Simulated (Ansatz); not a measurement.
**Single-point calculation of ZnSe (part 2 of 2)**

ZnSe (32 atoms in the cell); DFT PBE, scalar-relativistic, plane waves, PAW, no spin polarisation (Ansatz 0.2.0); cutoff 420 eV, 3×3×3 k-mesh, Gaussian smearing of 0.01 eV. The structure derives from a Materials Project entry. It belongs to a series of runs on one base structure; here: the perfect crystal in a cell of 32 atoms.

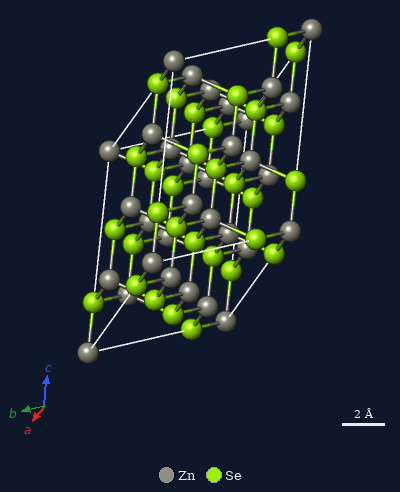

Fig. 1: The structure (ball-and-stick view of the cell of the calculation, seen at an oblique angle).

**Output, continued**
```
  k-point 0: bands = ["-40.4598", "-40.4598", "-40.4598", "-40.4597", "-40.4597", "-40.4597", "-40.4596", "-40.4596", "-40.4596", "-40.4596", ... 59 levels left out ..., "-40.4558", "-40.4558", "-40.4558", "-40.4558", "-40.4558", "-40.4558", "-40.4558", "-40.4558", "-40.4557", "-40.4557", "-40.4557", "-6.7275", "-6.0120", "-6.0120", "-6.0120", "-6.0120", "-6.0120", "-6.0120", "-6.0120", "-6.0120", "-6.0120", "-6.0120", "-6.0120", "-6.0120", "-5.7471", "-5.7471", "-5.7471", "-0.0995", "-0.0995",
      "-0.0995", "-0.0505", "-0.0505", "-0.0505", "-0.0054", "-0.0054", "-0.0054", "-0.0054", "-0.0054", "-0.0054", "-0.0054", "-0.0054", "-0.0054", "-0.0054", "-0.0054", "-0.0054", "0.0084", "0.0084", "0.0084", "0.0084", "0.0084", "0.0084", "0.0084", "0.0084", "0.0084", "0.0084", "0.0084", "0.0084", "0.1330", "0.1330", "0.1330", "0.1330", "0.1330", "0.1330", "0.1491", "0.1491", "0.1491", "0.1491", "0.1491", "0.1491",
      "0.1491", "0.1491", "0.1491", "0.1491", "0.1491", "0.1491", "0.2311", "0.2311", "0.2311", "0.2311", "0.2311", "0.2311", "0.2311", "0.2311", "0.2311", "0.2311", "0.2311", "0.2311", "0.2415", "0.2415", "0.2856", "0.2856", "0.2856", "0.2893", "0.2893", "0.2893", "0.2893", "0.2893", "0.2893", "0.2893", "0.2893", "0.2893", "0.2893", "0.2893", "0.2893", "0.4082", "0.4082", "0.4082", "1.7197", "1.7197",
      "1.7197", "2.3065", "2.3065", "2.3065", "2.3065", "2.3065", "2.3065", "2.3065", "2.3065", "2.3065", "2.3065", "2.3065", "2.3065", "3.9176", "3.9176", "3.9176", "3.9176", "3.9176", "3.9176", "3.9176", "3.9176", "3.9176", "3.9176", "3.9176", "3.9176", "4.2576", "4.2576", "4.2576", "4.2576", "4.2576", "4.2576", "5.4654", "5.4654", "5.4654", "5.4654", "5.4654", "5.4654", "5.4654", "5.4654", "5.4654",
      "5.4654", "5.4654", "5.4654", "6.3236", "6.3236", "6.3236", "7.4783", "9.3885", "9.3885", "9.3885", "9.7868", "9.7868", "9.7868", "10.3744", "10.3744", "10.3744", "10.3744", "10.3744", "10.3744", "10.3744", "10.3744", "10.3744", "10.3744", "10.3744", "10.3744", "12.1429", "12.1429", "12.1429", "12.6615", "12.6615", "12.6615", "12.6615", "12.6615", "12.6615", "12.6615", "12.6615", "12.6615", "12.6615", "12.6615", "12.6615",
      "13.0662", "13.0662", "13.0662", "13.0662", "13.0662", "13.0662", "13.0662", "13.0662", "13.0662", "13.0662", "13.0662"]
  k-point 1: bands = ["-40.4598", "-40.4598", "-40.4598", "-40.4597", "-40.4597", "-40.4597", "-40.4597", "-40.4597", "-40.4597", "-40.4597", ... 59 levels left out ..., "-40.4558", "-40.4558", "-40.4558", "-40.4558", "-40.4558", "-40.4558", "-40.4558", "-40.4558", "-40.4557", "-40.4557", "-40.4557", "-6.6162", "-6.3317", "-6.1244", "-6.1244", "-6.1244", "-6.1244", "-5.9493", "-5.9493", "-5.8923", "-5.8923", "-5.8923", "-5.8923", "-5.8171", "-5.8171", "-5.8090", "-5.7497", "-0.0923", "-0.0847",
      "-0.0763", "-0.0453", "-0.0395", "-0.0366", "-0.0366", "-0.0286", "-0.0286", "-0.0286", "-0.0286", "-0.0223", "-0.0223", "-0.0073", "-0.0073", "-0.0073", "-0.0073", "-0.0069", "-0.0069", "-0.0027", "-0.0012", "-0.0012", "-0.0012", "-0.0012", "0.0282", "0.0282", "0.0282", "0.0282", "0.0298", "0.0298", "0.0666", "0.0832", "0.0832", "0.0832", "0.0832", "0.0992", "0.0992", "0.1145", "0.1244", "0.1244", "0.1280", "0.1280",
      "0.1461", "0.2039", "0.2101", "0.2101", "0.2101", "0.2101", "0.2281", "0.2362", "0.2397", "0.2397", "0.2397", "0.2397", "0.2440", "0.2471", "0.2471", "0.2471", "0.2471", "0.2491", "0.2559", "0.2570", "0.2570", "0.2663", "0.2663", "0.2663", "0.2663", "0.2733", "0.2773", "0.2773", "0.3063", "0.3063", "0.3623", "0.3623", "0.3926", "0.3926", "0.3926", "0.3926", "0.4554", "0.4582", "1.7454", "1.7454",
      "1.7454", "1.7454", "1.7492", "1.8206", "1.9711", "1.9711", "2.2566", "2.2566", "2.4338", "2.4338", "2.4338", "2.4338", "3.3405", "3.3999", "3.7040", "3.9480", "3.9480", "3.9480", "3.9480", "4.0036", "4.0036", "4.1811", "4.1811", "4.3184", "4.3184", "4.4295", "4.7996", "4.7996", "4.7996", "4.7996", "4.8836", "4.8836", "4.8855", "4.9565", "4.9590", "5.0583", "5.0583", "5.0583", "5.0583", "5.5023",
      "5.5023", "5.5023", "5.5023", "5.9332", "5.9624", "6.2431", "8.6537", "9.7250", "9.7740", "9.8652", "9.8652", "9.8652", "9.8652", "9.9007", "9.9007", "10.1657", "10.2545", "10.2545", "10.4239", "10.4239", "10.4239", "10.4239", "10.8221", "10.8919", "10.8919", "11.3205", "11.3205", "11.8921", "12.0521", "12.0521", "12.0521", "12.0521", "12.0647", "12.1159", "12.1159", "12.1159", "12.1159", "12.3243", "12.5416", "12.6685",
      "12.8143", "12.8143", "12.8231", "13.0632", "13.1669", "13.1669", "13.1669", "13.1669", "13.5546", "13.5546", "13.5546"]
  k-point 2: bands = ["-40.4598", "-40.4598", "-40.4598", "-40.4597", "-40.4597", "-40.4597", "-40.4597", "-40.4597", "-40.4597", "-40.4597", ... 59 levels left out ..., "-40.4558", "-40.4558", "-40.4558", "-40.4558", "-40.4558", "-40.4558", "-40.4558", "-40.4558", "-40.4558", "-40.4558", "-40.4558", "-6.4190", "-6.4190", "-6.4190", "-6.2009", "-5.9876", "-5.9876", "-5.9876", "-5.9387", "-5.9387", "-5.9387", "-5.8110", "-5.8110", "-5.8110", "-5.8110", "-5.8110", "-5.8110", "-0.0730", "-0.0730",
      "-0.0730", "-0.0463", "-0.0463", "-0.0463", "-0.0391", "-0.0391", "-0.0391", "-0.0385", "-0.0385", "-0.0385", "-0.0334", "-0.0334", "-0.0148", "-0.0148", "-0.0148", "-0.0036", "-0.0036", "-0.0036", "-0.0036", "-0.0036", "-0.0036", "0.0188", "0.0188", "0.0188", "0.0503", "0.0503", "0.0503", "0.0713", "0.0713", "0.0713", "0.0713", "0.0713", "0.0713", "0.0732", "0.0874", "0.0874", "0.0874", "0.1711", "0.1711", "0.1711",
      "0.1711", "0.1711", "0.1711", "0.1985", "0.1985", "0.1985", "0.2314", "0.2314", "0.2314", "0.2475", "0.2475", "0.2499", "0.2499", "0.2499", "0.2591", "0.2591", "0.2591", "0.2591", "0.2591", "0.2591", "0.2615", "0.2615", "0.2615", "0.2707", "0.2707", "0.2707", "0.2777", "0.2777", "0.2777", "0.3720", "0.3720", "0.3720", "0.4379", "0.4379", "0.4379", "0.4379", "0.4379", "0.4379", "1.6409", "1.6409",
      "1.6409", "1.8195", "1.8195", "1.8195", "1.8195", "1.8195", "1.8195", "2.3628", "2.3628", "2.3628", "2.3975", "3.6792", "3.6792", "3.6792", "3.6844", "3.6844", "3.6844", "3.6844", "3.6844", "3.6844", "4.4110", "4.4110", "4.4110", "4.5199", "4.5199", "4.5199", "4.5797", "4.5797", "4.5797", "4.5797", "4.5797", "4.5797", "4.8128", "4.8128", "4.8128", "5.1426", "5.1426", "5.1426", "5.6822", "5.6822",
      "5.6969", "5.6969", "5.6969", "5.7917", "5.7917", "5.7917", "8.9360", "9.3192", "9.3192", "9.3192", "9.8967", "9.8967", "9.8967", "10.0684", "10.0684", "10.0684", "10.3350", "10.3350", "10.3350", "10.3350", "10.3350", "10.3350", "11.0851", "11.0851", "11.0851", "11.8271", "11.8271", "11.8271", "11.8430", "11.8430", "11.8430", "11.8430", "11.8430", "11.8430", "12.0866", "12.0866", "12.0866", "12.8017", "12.8017", "13.0215",
      "13.0215", "13.0215", "13.0733", "13.0733", "13.0733", "13.6173", "13.6173", "13.6173", "13.7053", "13.7053", "13.7053"]
  k-point 3: bands = ["-40.4598", "-40.4597", "-40.4597", "-40.4597", "-40.4597", "-40.4597", "-40.4597", "-40.4597", "-40.4597", "-40.4597", ... 59 levels left out ..., "-40.4558", "-40.4558", "-40.4558", "-40.4558", "-40.4558", "-40.4558", "-40.4558", "-40.4558", "-40.4557", "-40.4557", "-40.4557", "-6.5100", "-6.2413", "-6.2413", "-6.2413", "-6.2413", "-6.0235", "-5.9993", "-5.9993", "-5.9993", "-5.9993", "-5.7788", "-5.7788", "-5.7788", "-5.7788", "-5.7437", "-5.7437", "-0.1052", "-0.0762",
      "-0.0761", "-0.0761", "-0.0761", "-0.0761", "-0.0510", "-0.0510", "-0.0161", "-0.0161", "-0.0161", "-0.0161", "-0.0121", "-0.0121", "-0.0121", "-0.0121", "-0.0008", "-0.0008", "-0.0008", "-0.0008", "0.0009", "0.0009", "0.0114", "0.0114", "0.0114", "0.0114", "0.0133", "0.0133", "0.0133", "0.0133", "0.0639", "0.0639", "0.0703", "0.0703", "0.0703", "0.0703", "0.0993", "0.0993", "0.1691", "0.1691", "0.2093", "0.2093",
      "0.2093", "0.2093", "0.2250", "0.2250", "0.2250", "0.2250", "0.2252", "0.2295", "0.2295", "0.2295", "0.2295", "0.2431", "0.2431", "0.2431", "0.2431", "0.2460", "0.2520", "0.2520", "0.2520", "0.2520", "0.2525", "0.2552", "0.2552", "0.2631", "0.2631", "0.2631", "0.2631", "0.2746", "0.3349", "0.3349", "0.3349", "0.3349", "0.4783", "0.4783", "0.4783", "0.4783", "0.4896", "0.4896", "1.5202", "1.5202",
      "1.5202", "1.5202", "1.7786", "1.7786", "1.8326", "1.8326", "1.8326", "1.8326", "2.6439", "3.2511", "3.2511", "3.2511", "3.2511", "3.4862", "3.4862", "3.4862", "3.4862", "3.8331", "3.8331", "3.9184", "3.9184", "4.3309", "4.3309", "4.3309", "4.3309", "4.4845", "4.6812", "4.6812", "4.9209", "4.9209", "4.9209", "4.9209", "5.1111", "5.1111", "5.1111", "5.1111", "5.3187", "5.3187", "5.3187", "5.3187",
      "5.4944", "5.4944", "5.4944", "5.4944", "5.6770", "5.6770", "9.2228", "9.2228", "9.2228", "9.2228", "9.4555", "9.8053", "10.1982", "10.2592", "10.2592", "10.2592", "10.2592", "10.7610", "10.7610", "10.7610", "10.7610", "10.8199", "10.8199", "11.0340", "11.0512", "11.0512", "11.2125", "11.2125", "11.2125", "11.2125", "12.1167", "12.1167", "12.1167", "12.1167", "12.5194", "12.5194", "12.5194", "12.5194", "12.8851", "12.8851",
      "12.8851", "12.8851", "13.0354", "13.0354", "13.0354", "13.0354", "13.2092", "13.2092", "13.4074", "13.4074", "13.4074"]
```

**Results in brief**

| quantity | value |
| --- | --- |
| outcome | converged |
| space group (tolerance 0.01 Å) | F-43m (216) |
| electrons treated | 448 |
| free energy | −140632.5871 eV |
| Fermi energy | 6.901 eV |
| gap on the k-point mesh | 1.15 eV |
| pressure | 0.03 GPa |
| largest force (length of the vector) | under 0.001 eV/Å |
| hardware | 4 threads of AMD EPYC (Zen 3), 189 GiB of memory available, shared host |
| wall time | 1.8 min (CPU time 4.5 min) |
| peak memory | 3.5 GiB |
